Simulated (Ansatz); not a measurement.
Consider NbAs2 (slab).

Input

```
crystal:
  lattice:
    - [3.3613228702, 0.0, 0.0]
    - [-1.6806614351, 4.6665248464, 0.0]
    - [0.0, 0.0, 26.6759908902]
  atoms:
    - { symbol: As, position: [0.5565815608, 0.0764959661, 0.281151693] }
    - { symbol: As, position: [0.2973273575, 0.5579875593, 0.2955107375] }
    - { symbol: Nb, position: [0.7081597876, 0.379652773, 0.3656120044] }
    - { symbol: As, position: [0.9922286132, 0.9477911842, 0.3878079882] }
    - { symbol: As, position: [0.2703000731, 0.5039341039, 0.4427533827] }
    - { symbol: Nb, position: [0.5543696586, 0.0720725151, 0.4649493665] }
    - { symbol: As, position: [0.9652024422, 0.8937377287, 0.5350506335] }
    - { symbol: As, position: [0.7059482388, 0.375229322, 0.549409678] }
    - { symbol: Nb, position: [0.116780669, 0.1968945357, 0.6195109449] }
    - { symbol: As, position: [0.4008494946, 0.7650329469, 0.6417069287] }
    - { symbol: As, position: [0.6789209544, 0.3211758666, 0.6966523233] }
    - { symbol: Nb, position: [0.96299054, 0.8893142778, 0.718848307] }
basis:
  ecutwfc: 420
kpoints:
  mp_grid: { grid: [11, 8, 1] }
hamiltonian:
  xc: pbesol
scf:
  occupations: { method: gaussian, width: 0.1 }
output:
  forces: true
  stress: true
  eigenvalues: true
  write_density: true
  write_potential: true
  elf: true
  volumetric_format: npy
efield:
  axis: 3
  dipole_correction: true
  ramp_width: 0.04
```

Launched as:

```sh
ansatz run input.yaml --threads 1 --pin off --max-ram 2560MiB --backend cpu --events-out ev --progress --plain --runs-dir out
```

Not relaxed (largest force 1.5 eV/Å).

These are results of DFT PBEsol, scalar-relativistic, plane waves, PAW (Ansatz), not measurements.

**What can the converged valence pseudo-density and electron localisation function tell about the bonding?**

As–As (2.45 Å): the density is about 0.51 e/Å³ at the midpoint; the ELF peaks at about 0.65 between the atoms.
Nb–As (2.65 Å): the density is about 0.41 e/Å³ at the midpoint; the ELF is about 0.45 at the midpoint.
Nb–Nb (3.01 Å): ρ is about 0.26 e/Å³ halfway; the ELF is about 0.30 at the midpoint.

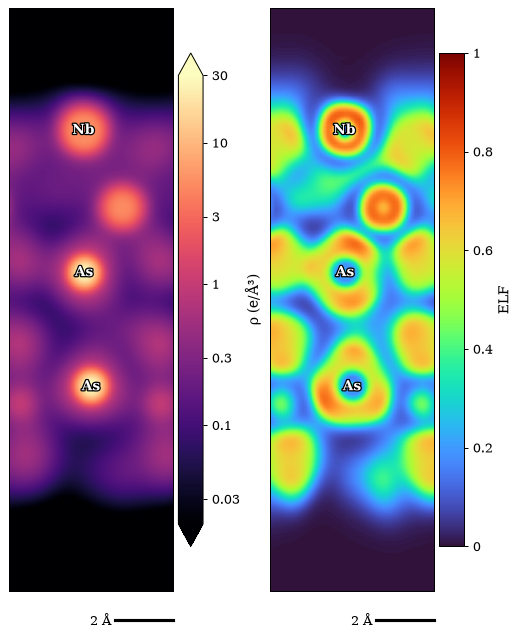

Computed valence pseudo-density and electron localisation function on the (100) plane of the calculation cell, a cut from vacuum to vacuum, in this order. Atoms just off the plane (As, 0.9 Å away and Nb, 0.4 Å away) can leave unmarked features too.

Core electrons are frozen (PAW), and the valence fields are smoothed inside the atomic spheres.
